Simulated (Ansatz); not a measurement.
System: Zn.

Input

```
crystal:
  lattice:
    - [0.0, 1.9536485107, 1.9536485107]
    - [1.9536485107, 0.0, 1.9536485107]
    - [1.9536485107, 1.9536485107, 0.0]
  atoms:
    - { symbol: Zn, position: [0.0, 0.0, 0.0] }
basis:
  ecutwfc: 420
kpoints:
  mp_grid: { grid: [18, 18, 18] }
hamiltonian:
  xc: pbe
scf:
  occupations: { method: gaussian, width: 0.1 }
output:
  forces: true
  stress: true
  eigenvalues: true
  write_density: true
  write_potential: true
  elf: true
  volumetric_format: npy
relax:
  adjacent_minimum: "off"
  f_tol: 0.005
  max_steps: 80
  cell: { stress_tol: 0.05 }
```

Run with:

```sh
ansatz run input.yaml --threads 2 --pin off --max-ram 5120MiB --backend cpu --events-out ev --progress --plain --runs-dir out
```

Below, planes, directions and counts refer to the conventional cell (a = 3.93 Å, b = 3.93 Å, c = 3.93 Å, α = 90.00°, β = 90.00°, γ = 90.00°).

The fields are those of the relaxed geometry.

Space group Fm-3m.

Method: DFT PBE, scalar-relativistic, plane waves, PAW in Ansatz 0.2.0.

Question: What can the converged valence pseudo-density and electron localisation function tell about the bonding?

Answer: Zn–Zn (2.78 Å): the density is about 0.2 e/Å³ at the midpoint; the ELF is about 0.30 at the midpoint; no localised pair shows between them.

Question: Metal or insulator at this level of theory?

Answer: It is metallic or semimetallic at this level of theory: no gap opens.

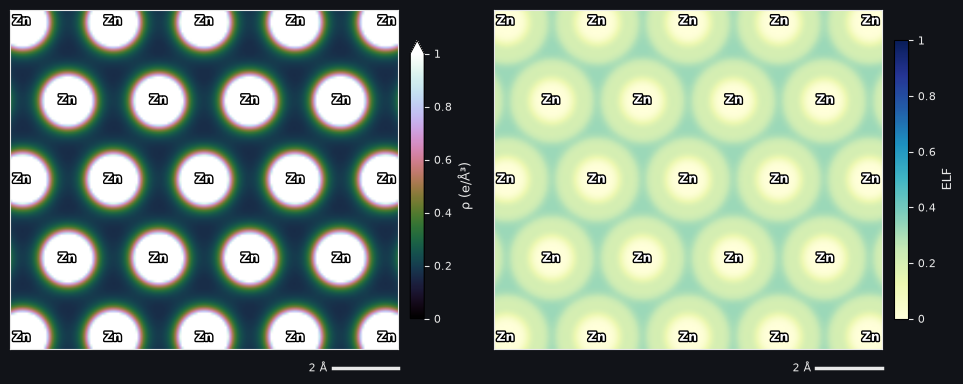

Computed valence pseudo-density and electron localisation function on the (111) plane of the conventional cell, in this order. 

In a PAW calculation such maps are meaningful between the atoms, not at the nuclei.
